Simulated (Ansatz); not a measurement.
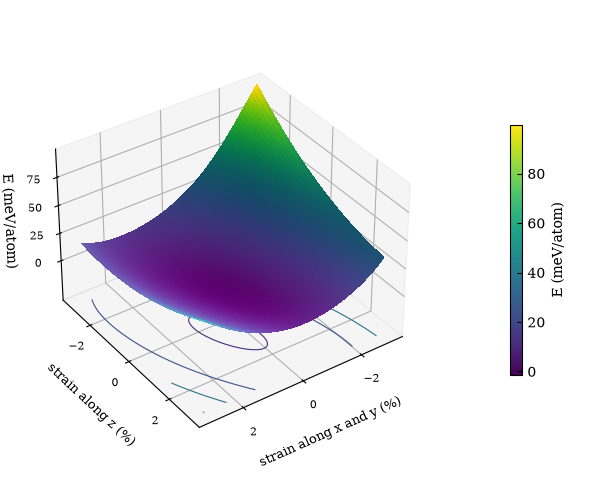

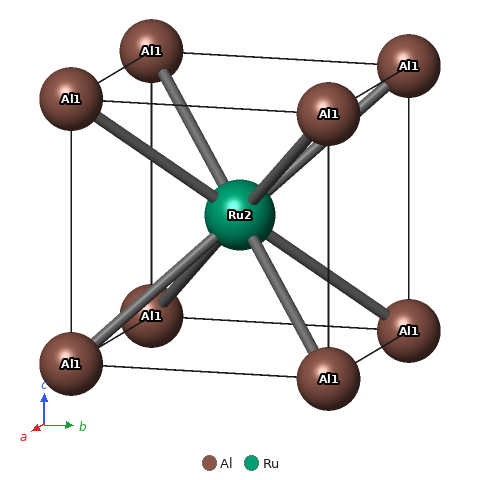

Energy landscape of AlRu (Pm-3m, No. 221; 2 atoms in the cell). 
- The cell is strained homogeneously, by one strain along x and y and another along z, with fractional coordinates fixed (x, y and z along the cube axes).
- First axis: strain along x and y. Second axis: strain along z.
- The grid has 5 × 5 points.
- All energies are given in meV/atom relative to the unstrained cell.
- The reference cell is the one listed in the database, not relaxed at this level.
- All numbers below come from DFT PBE, scalar-relativistic, plane waves, PAW (Ansatz). Settings: cutoff 420 eV, k-mesh 16×16×16, gaussian smearing 0.15 eV, no spin polarisation.

The picture shows a relief with its contours projected below. Between grid points the surface is interpolated. The second picture is the reference structure.

### Describe this landscape.

The lowest grid point is at strain along x and y = 0.0 %, strain along z = 1.5 %, −0.30 meV/atom from the unstrained cell. The bottom of the well lies between grid points, at about strain along x and y = 0.4 %, strain along z = 0.4 %, about 1.1 meV/atom lower on the interpolated surface. No other kind of well shows on this grid. The highest grid point, strain along x and y = −3.0 %, strain along z = −3.0 %, lies 99.9 meV/atom above the lowest. Round the minimum the valley is somewhat tilted: raising strain along x and y shifts the best value of strain along z downwards (coupling k₁₂/√(k₁₁k₂₂) about 0.5).
